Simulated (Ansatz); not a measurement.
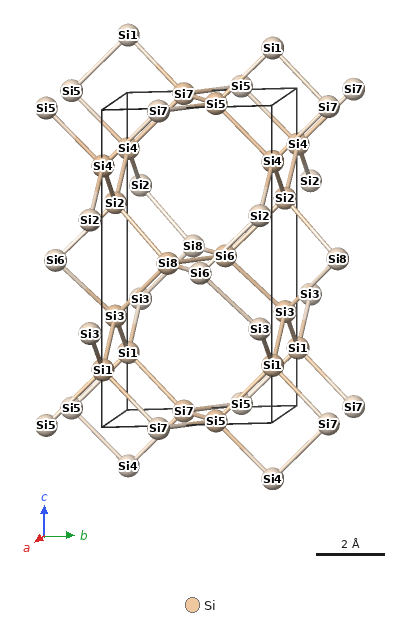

Fig. 1: The structure (ball-and-stick view of the cell of the calculation, seen slightly off an axis; neighbours outside the cell are drawn fainter; atoms are numbered from 1 in the order of the input). An atom can appear more than once, as a periodic image. Near neighbours in the periodic cell (some may lie outside the picture): Si has 4 Si at 2.32 to 2.45 Å.

# Single-point calculation of Si

- system: Si (Amm2, 8 atoms in the cell)
- method: DFT PBE, scalar-relativistic, plane waves, PAW, PAW set soft_1, no spin polarisation (Ansatz 0.2.0)

The structure derives from a Materials Project entry. Figures and captions count atoms from 1; the log counts them from 0 in places.

## Input
```yaml
crystal:
  lattice:
    - [0.0, 0.0, 3.8608359371]
    - [3.3455832253, -3.3455832253, -1.9304179686]
    - [6.6911664507, 6.6911664507, 0.0]
  atoms:
    - { symbol: Si, position: [-0.0465920892, 0.0, 0.1786105076] }
    - { symbol: Si, position: [0.465469761, 0.0, 0.6786105076] }
    - { symbol: Si, position: [0.465469761, 0.0, 0.3213894924] }
    - { symbol: Si, position: [-0.0465920892, 0.0, 0.8213894924] }
    - { symbol: Si, position: [0.7957473771, 0.6427789847, 0.0] }
    - { symbol: Si, position: [0.4281539358, 0.6427789847, 0.5] }
    - { symbol: Si, position: [0.1529683924, 0.3572210153, 0.0] }
    - { symbol: Si, position: [0.7853749511, 0.3572210153, 0.5] }
basis:
  ecutwfc: 420
kpoints:
  mp_grid: { grid: [10, 10, 4] }
hamiltonian:
  xc: pbe
  pseudopotentials: { kind: paw, azcp: { folder: soft_1 } }
scf:
  occupations: { method: gaussian, width: 0.05 }
output:
  forces: true
  stress: true
  eigenvalues: true
  write_density: true
  write_potential: true
  elf: true
  volumetric_format: npy
```

Run on 2 threads of Arm Neoverse N1, 98 GiB of memory available, shared host.

Run as:
```bash
ansatz run input.yaml --threads 2 --pin off --max-ram 4096MiB --backend cpu --events-out ev --progress --plain --runs-dir out
```

## Log
```
Engine: ansatz 0.2.0, aarch64-unknown-linux-gnu
Pseudopotentials: kind: paw
Pseudopotential: Si, paw, valence charge 4, recommended cutoff 420 eV (normal), [file]
Functional definition: PBE
  parameter kappa = 0.804
  parameter beta = 0.06672455060314922
  exchange = pbe_x(kappa = kappa, mu = beta*pi^2/3)
  correlation = pbe_c(beta = beta)
Crystal: 8 atoms, lattice volume = 172.856 Å³
Basis set: ecut = 420 eV, 3399 PW (Γ), exchange–correlation on 54×72×128 points (8 copies of the dense FFT grid, shifted against one another)
Bands: 24, of which v1, the nominal top of the filled ones, is band 16 counted from 1 (15 counted from 0)
Symmetry: 4 space group operations
Space group: Amm2 (ITA 38), of the structure as read, at distance tolerance 5.6e-5 Å
k-points: 93 of 400 (time reversal used)
Non-local potential: Si, projectors of the file, l = 0: 2, l = 1: 2, l = 2: 1
PAW form: soft (Blöchl's): semilocal exchange-correlation on the pseudo side does not see the compensation charge
PAW one-centre angular grid: Si, 110 points (default); XC on 64 Gauss nodes
Initial density: superposition of atomic densities (chi_scale 0.1, normalization cell)
Initial wavefunctions: pseudopotential atomic-orbital guess
Functional: x = pbe(κ = 0.804, μ = 0.2195149727645171), c = pbe(β = 0.06672455060314922)
SCF iter   1: F=—  HF=-5086.016358 eV  |F-HF|=—  |Δ(HF+E_count)|=         —  Δρ=4.31e-2  dr2=3.28e0  ethr=3.10e-3  ⟨swp⟩=8.5  Hψ=14955  notcnv=0  defer=1
preconditioner: auto → Resta (q_TF=auto, 2.060 Å⁻¹)  ε∞=5.3  [insulator: Δε(μ)=0.164 eV  Ē_g=7.726 eV  σ=0.050 eV  W_gap=0.98  n_scr=28 (ndim 8)  ℏωp=16.0 eV  f_vac=0.000  D(μ)=0.01/eV (n_scr^D=0)  ε∞_Penn≈5.3]
SCF iter   2: F=—  HF=-5085.463572 eV  |F-HF|=—  |Δ(HF+E_count)|=   5.53e-1  Δρ=2.47e-2  dr2=1.13e0  ethr=3.10e-3  ⟨swp⟩=1.4  Hψ=3052  notcnv=0  defer=50
preconditioner: auto → Kerker (q_TF=auto, 2.060 Å⁻¹)  [metal: Δε(μ)=0.027 eV  Ē_g=7.656 eV  σ=0.050 eV  W_gap=0.28  n_scr=28 (ndim 8)  ℏωp=16.0 eV  f_vac=0.000  D(μ)=0.25/eV (n_scr^D=0)]
SCF iter   3: F=—  HF=-5085.201509 eV  |F-HF|=—  |Δ(HF+E_count)|=   2.62e-1  Δρ=2.75e-3  dr2=2.36e-2  ethr=3.10e-3  ⟨swp⟩=3.0  Hψ=3935  notcnv=0  defer=50
SCF iter   4: F=—  HF=-5085.213680 eV  |F-HF|=—  |Δ(HF+E_count)|=   1.22e-2  Δρ=7.32e-4  dr2=2.46e-3  ethr=7.38e-5  ⟨swp⟩=2.0  Hψ=3603  notcnv=0  defer=247
SCF iter   5: F=—  HF=-5085.214906 eV  |F-HF|=—  |Δ(HF+E_count)|=   1.23e-3  Δρ=2.46e-4  dr2=2.50e-4  ethr=7.70e-6  ⟨swp⟩=2.9  Hψ=3601  notcnv=0  defer=247
SCF iter   6: F=—  HF=-5085.215118 eV  |F-HF|=—  |Δ(HF+E_count)|=   2.12e-4  Δρ=5.36e-5  dr2=1.61e-5  ethr=7.80e-7  ⟨swp⟩=2.0  Hψ=3450  notcnv=0  defer=247
SCF iter   7: F=—  HF=-5085.215151 eV  |F-HF|=—  |Δ(HF+E_count)|=   3.33e-5  Δρ=1.67e-5  dr2=1.81e-6  ethr=5.04e-8  ⟨swp⟩=2.7  Hψ=3820  notcnv=0  defer=247
SCF iter   8: F=-5085.215151 eV  HF=-5085.215151 eV  |F-HF|=1.11e-7  |Δ(HF+E_count)|=   4.07e-7  Δρ=4.71e-6  dr2=6.04e-8  ethr=3.13e-10  ⟨swp⟩=16.1  Hψ=19972  notcnv=0
SCF 1 converged in 8 iterations: F = -5085.215151 eV  dr2 = 6.04e-8
  greatest PAW one-centre occupation: 0.631 electrons in one spin orbital (limit 2), on the Si atom at site 7 (counted from 0), in its partial waves of l = 0
SCF converged after 8 iterations
Free energy (F): -5085.215151 eV
Harris-Foulkes:  -5085.215151 eV  (|F-HF|=1.11e-7)
Internal energy: -5085.214521 eV  (E = F + TS)
E sigma→0 (E₀):  -5085.214836 eV
Entropy (-TS):   -0.000630 eV (-0.079 meV/atom)
Fermi energy:    5.720820 eV
--- Per-component energies (eV) ---
  E_band       = 17.059456
  E_kinetic    = 319.909857
  E_local      = -249.979101  (includes V_loc(G=0)·N_el)
  E_nonlocal   = 180.829445
  E_hartree    = 78.263075
  E_xc         = -448.863734
  E_vxc        = -378.209662  (∫ρ·V_xc dr)
  E_paw        = -4091.735213  (= ΣΔE_a)
  E_vpaw       = -12.017705  (= ΣTr[D̂ρ^β])
  E_aug_tail   = 0.000304  (compensation charges beyond the density's cutoff)
  E_ewald      = -873.639154
  E_smearing   = -0.000630  (= −TS)
  E_closure    = 0.000000  (closes the sum)
  Σ components = -5085.215151   (vs F -5085.215151, Δ=0.00e0)
--- Forces (eV/Å), atoms counted from 1 ---
  atom   1  Si    -0.07609091    -0.07609091     0.41083211
  atom   2  Si    -0.33671343    -0.33671343     0.41453129
  atom   3  Si     0.33671343     0.33671343     0.41453129
  atom   4  Si     0.07609091     0.07609091     0.41083211
  atom   5  Si     0.00437143    -0.00437143     0.05186264
  atom   6  Si     0.34887414    -0.34887414    -0.87723218
  atom   7  Si    -0.00437143     0.00437143     0.05186264
  atom   8  Si    -0.34887414     0.34887414    -0.87723218
  max |Σ_I F_I| component: 1.23e-5 eV/Å
--- Stress (GPa, compression-positive) ---
       -1.106434       0.126125       0.000000
        0.126125      -1.106434      -0.000000
        0.000000      -0.000000      -0.828165
  P = ⅓ Tr σ = -1.0137 GPa (-10.137 kbar)
--- Band table (eV; the first three rows and the last of 93) ---
  k-point 0: bands = ["-6.2535", "-5.2494", "-4.3708", "-2.1627", "0.1899", "0.2068", "0.4209", "0.8307", "2.0606", "2.9333", "3.7199", "3.8222", "4.0583", "4.1754", "4.2141", "5.2946", "6.7155", "7.1138", "7.1226", "7.5331", "7.5839", "7.6981", "7.9275", "7.9623"]
  k-point 1: bands = ["-6.1690", "-5.5393", "-3.9482", "-2.4897", "0.2182", "0.2536", "0.3789", "0.7041", "2.4719", "3.2124", "3.7353", "3.7798", "4.0669", "4.1328", "4.1658", "4.7597", "6.6703", "6.7759", "7.1931", "7.5088", "7.6966", "7.7070", "7.8260", "8.0495"]
  k-point 2: bands = ["-5.9412", "-5.8985", "-3.2209", "-3.1850", "0.2739", "0.2990", "0.3816", "0.5207", "3.2543", "3.2715", "3.8002", "3.9279", "3.9576", "3.9858", "4.1012", "4.1545", "6.4243", "6.4339", "7.2344", "7.5807", "7.6166", "7.7608", "8.0717", "8.4952"]
  k-point 92: bands = ["-4.3438", "-4.1955", "-2.2581", "-2.2244", "-2.0083", "-1.9998", "-0.6124", "-0.4883", "1.2990", "1.3595", "2.9714", "3.0303", "3.2213", "3.3797", "3.6632", "3.6947", "6.7977", "6.9692", "7.5415", "7.6369", "8.1113", "8.2443", "9.1694", "9.1907"]
```

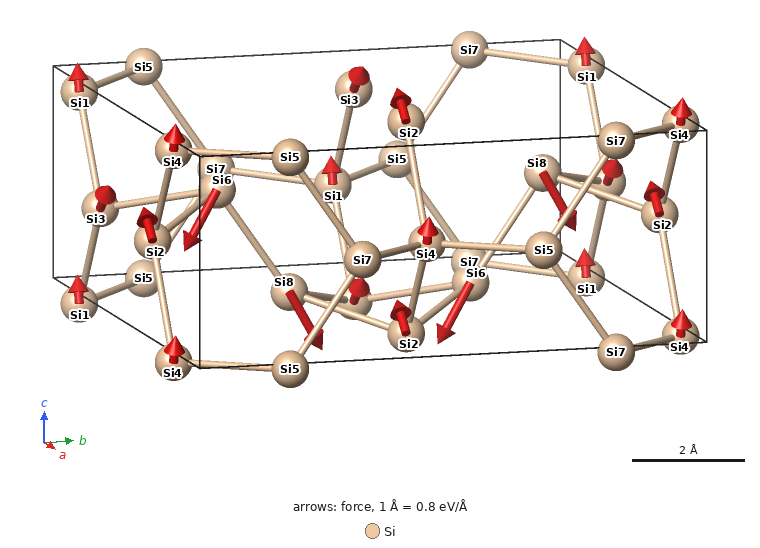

Fig. 2: Forces on the atoms as red arrows (ball-and-stick view of the cell 2 times as large as that of the calculation, set on its symmetry axes, seen slightly off an axis; atoms are numbered from 1 in the order of the input); the smallest are left out. The largest act on Si6, Si8 (1.01 eV/Å); Si2, Si3 (0.63 eV/Å); Si1, Si4 (0.42 eV/Å). The geometry is not a stationary point of this energy.

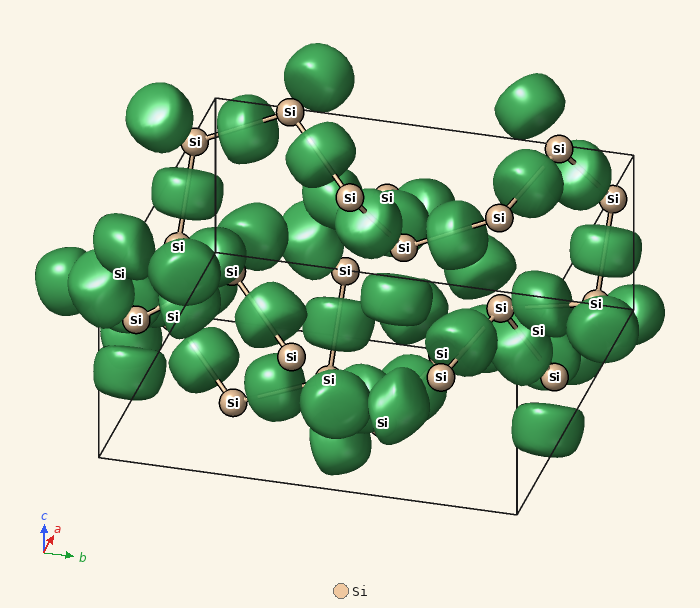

Fig. 3: Isosurface of the electron localisation function at 0.75 (green), seen at an oblique angle. Only the valence region is drawn (cores and ρ < 0.01 e/Å³ removed). Sticks mark near contacts. The outline is the cell set on symmetry axes. Values along the shortest contacts: Si–Si (2.32 Å): the ELF peaks at about 0.95 between the atoms (a covalent bond). In a PAW calculation such maps are meaningful between the atoms, not at the nuclei.

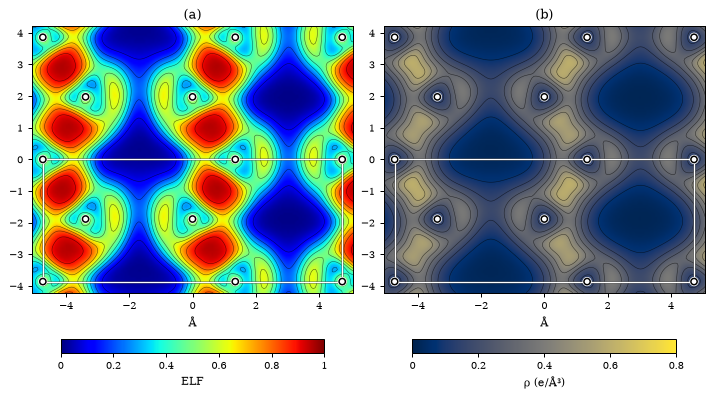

Fig. 4: (a) ELF; (b) valence electron density on the (010) plane of the conventional cell. Circles mark the nuclei in the plane (Si). The section cuts through Si sites. Si–Si (2.39 Å): the density is about 0.53 e/Å³ at the midpoint, a local maximum along the line; the ELF peaks at about 0.95 between the atoms (localised, shared-pair bonding). Away from the nuclei the density in this plane falls to 0.02 e/Å³ at its lowest.

## Key numbers

| quantity | value |
| --- | --- |
| outcome | converged |
| space group (tolerance 0.01 Å) | Amm2 (38) |
| electrons treated | 32 |
| free energy | −5085.2152 eV |
| Fermi energy | 5.721 eV |
| gap on the k-point mesh | none (metallic) |
| pressure | −1.01 GPa |
| largest force (length of the vector) | 1.006 eV/Å |
| wall time | 43 s (CPU time 85 s) |
| peak memory | 0.56 GiB |
